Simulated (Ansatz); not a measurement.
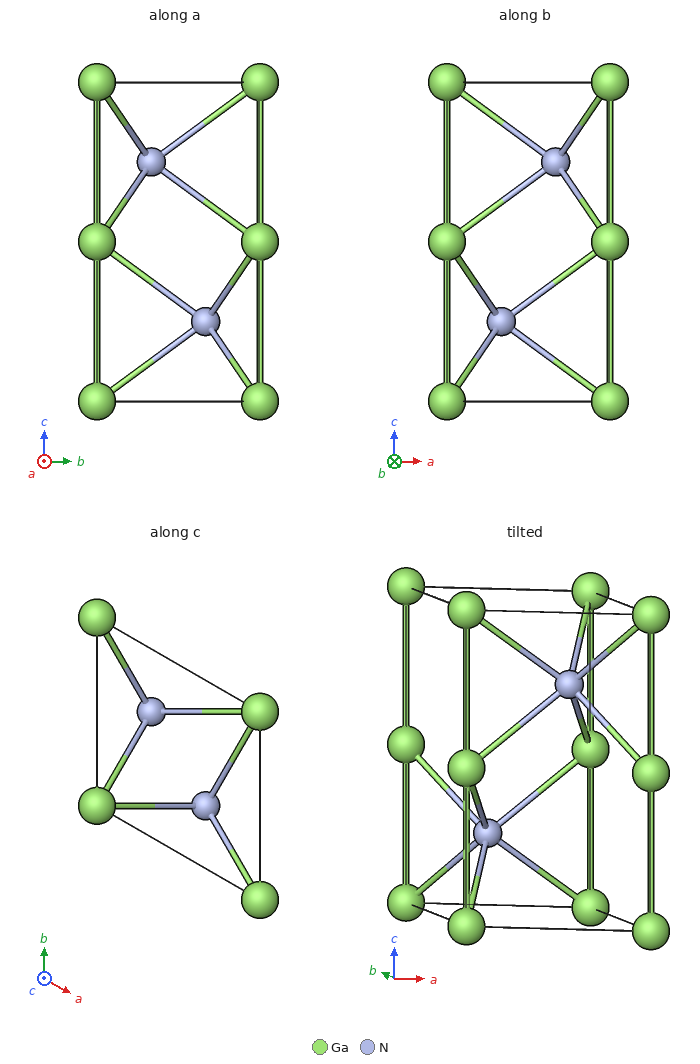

Drawn in the ball-and-stick manner and seen along the a axis, along the b axis, along the c axis and slightly off an axis. The edges of the conventional unit cell are marked.

Lattice parameters: a = 2.9672 Å, b = 2.9672 Å, c = 5.0329 Å, α = 90.000°, β = 90.000°, γ = 120.000°.

Write down what is shown as a CIF with its space group and independent sites.

Answer.
```cif
data_structure
_symmetry_space_group_name_H-M 'P 63/m m c'
_symmetry_Int_Tables_number 194
_cell_length_a 2.9672
_cell_length_b 2.9672
_cell_length_c 5.0329
_cell_angle_alpha 90.000
_cell_angle_beta 90.000
_cell_angle_gamma 120.000
_cell_volume 38.37
loop_
_atom_site_label
_atom_site_type_symbol
_atom_site_symmetry_multiplicity
_atom_site_Wyckoff_symbol
_atom_site_fract_x
_atom_site_fract_y
_atom_site_fract_z
_atom_site_occupancy
Ga1 Ga 2 a 0.0000 0.0000 0.0000 1
N1 N 2 c 0.3333 0.6667 0.2500 1
```

Its origin is a structure type filled with these elements by a generator (whether the compound takes this form wasn't checked). Earlier steps of the study may have refined or changed the cell and positions. A calculation with Ansatz used it as input.
